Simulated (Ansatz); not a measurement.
System: La.

Input file:

```
crystal:
  lattice:
    - [0.0, 2.6546496237, 2.6546496237]
    - [2.6546496237, 0.0, 2.6546496237]
    - [2.6546496237, 2.6546496237, 0.0]
  atoms:
    - { symbol: La, position: [0.0, 0.0, 0.0] }
hamiltonian:
  xc: r2scan
  pseudopotentials:
    kind: paw_fr
    azcp:
      La: "pseudopotentials/La.paw.azcp"
basis:
  ecutwfc: 500
  fft_grid_basis: typed
kpoints:
  mp_grid: { grid: [10, 10, 10], shift: [0, 0, 0] }
magnetization:
  noncollinear: true
  spin_orbit: true
scf:
  occupations: { method: fermi_dirac, width: 0.1 }
output:
  write_density: true
  write_potential: true
  elf: true
  volumetric_format: npy
```

Run with:

```sh
ansatz run input.yaml --threads 1 --pin off --max-ram 3584MiB --backend cpu --events-out ev --progress --plain --runs-dir out
```

Below, planes, directions and counts refer to the conventional cell (a = 5.31 Å, b = 5.31 Å, c = 5.31 Å, α = 90.00°, β = 90.00°, γ = 90.00°).

Space group Fm-3m; set up as La, fcc; a generated structure, not necessarily the stable one.

All numbers below come from DFT, r2SCAN, plane waves (500 eV) with PAW, fully relativistic with spin-orbit coupling in Ansatz 0.2.0.

Q: Predict the valence pseudo-density and electron localisation function between the atoms.

A: La–La (3.75 Å): ρ at the midpoint is about 0.09 e/Å³; the ELF is about 0.10 at the midpoint: no localised pair shows between them.

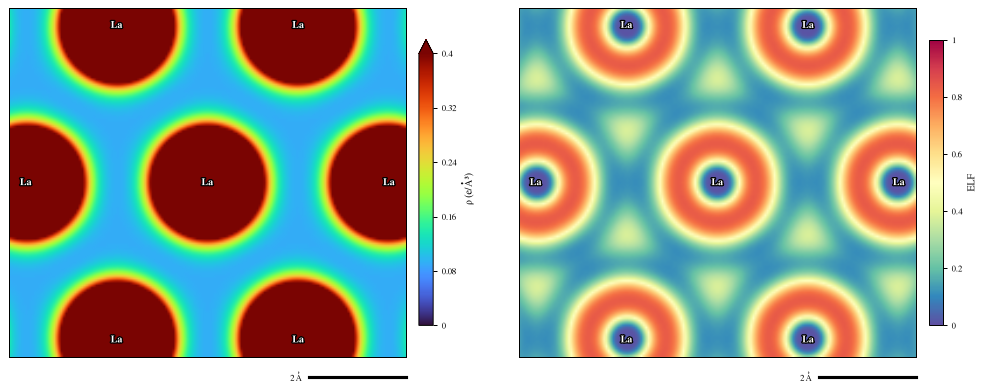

Computed valence pseudo-density and electron localisation function on the (111) plane of the conventional cell, in this order. 

In a PAW calculation such maps are meaningful between the atoms, not at the nuclei.
